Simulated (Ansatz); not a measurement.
GeO2, space group P4_2/mnm (No. 136), a = 4.388 Å, b = 4.388 Å, c = 2.882 Å, α = 90.00°, β = 90.00°, γ = 90.00°

```tsv
site	Wyckoff	x	y	z
Ge	2a	0.0000	0.0000	0.0000
O	4f	0.3053	0.3053	0.0000
```

Source: coordinates from a relaxation at a target pressure of 12 GPa with Ansatz 0.2.0, DFT PBE, scalar-relativistic, plane waves, PAW.

### Describe the coordination of Ge.

GeO6: a slightly distorted octahedron (coordination number 6, S = 0.51; next best trigonal prism, S = 16.0). Bonds: 4 × Ge–O 1.88 Å and 2 × Ge–O 1.89 Å. The next neighbour, not counted, lies at 2.88 Å.

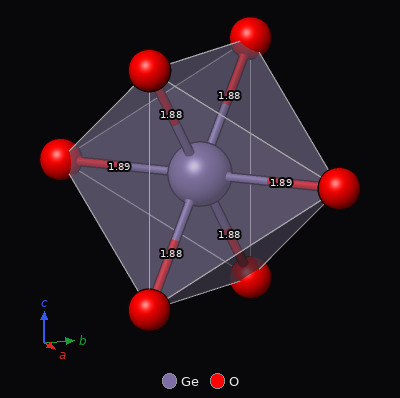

The polyhedron about Ge. Shape measures S are computed against regular polyhedra or, for capped shapes, the nearer of the equal-edge and equal-bond forms.
